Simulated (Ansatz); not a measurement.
System: a (001) slab cut from Bi$_{2}$Te$_{3}$ (R-3m), of composition Bi$_{4}$Te$_{5}$ (not the bulk's), ended by Bi planes, 9 atoms in the cell.

```cif
data_structure
_symmetry_space_group_name_H-M 'P 1'
_symmetry_Int_Tables_number 1
_cell_length_a 4.3823
_cell_length_b 4.3823
_cell_length_c 31.1644
_cell_angle_alpha 90.000
_cell_angle_beta 90.000
_cell_angle_gamma 120.000
_cell_volume 518.32
loop_
_atom_site_label
_atom_site_type_symbol
_atom_site_fract_x
_atom_site_fract_y
_atom_site_fract_z
_atom_site_occupancy
Bi1 Bi 0.33333 0.66667 0.25333 1
Te1 Te 0.66667 0.33333 0.30470 1
Te2 Te 0.00000 0.00000 0.37984 1
Bi2 Bi 0.33333 0.66667 0.43603 1
Te3 Te 0.66667 0.33333 0.50000 1
Bi3 Bi 0.00000 0.00000 0.56397 1
Te4 Te 0.33333 0.66667 0.62016 1
Te5 Te 0.66667 0.33333 0.69530 1
Bi4 Bi 0.00000 0.00000 0.74667 1
```

Level of theory: DFT PBEsol, spin-orbit coupling, plane waves, PAW, 9×9×1 k mesh, 420 eV cutoff; code Ansatz 0.2.0.

What will the band structure look like? The path is M–Γ–K–M.

A metal: 6 spinor bands cross the Fermi level along this path (the two partners of a degenerate pair count as two). The last band that the electron count would fill rises to 0.14 eV above the Fermi level between Γ and K, leaving holes there, and the next band dips to 0.33 eV below it between M and Γ, holding electrons: an overlap of 0.47 eV. Bands cross the Fermi level on every line of the path. At M the nearest levels lie 0.32 eV below and 0.21 eV above the Fermi level.

The atoms aren't at rest in this cell (largest force 0.5 eV/Å), so the relaxed material can differ.

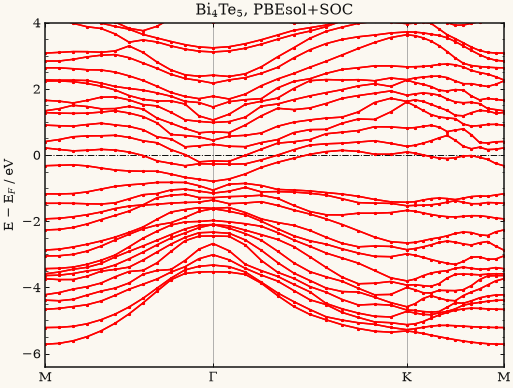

Band structure. Energies are counted from the Fermi level.
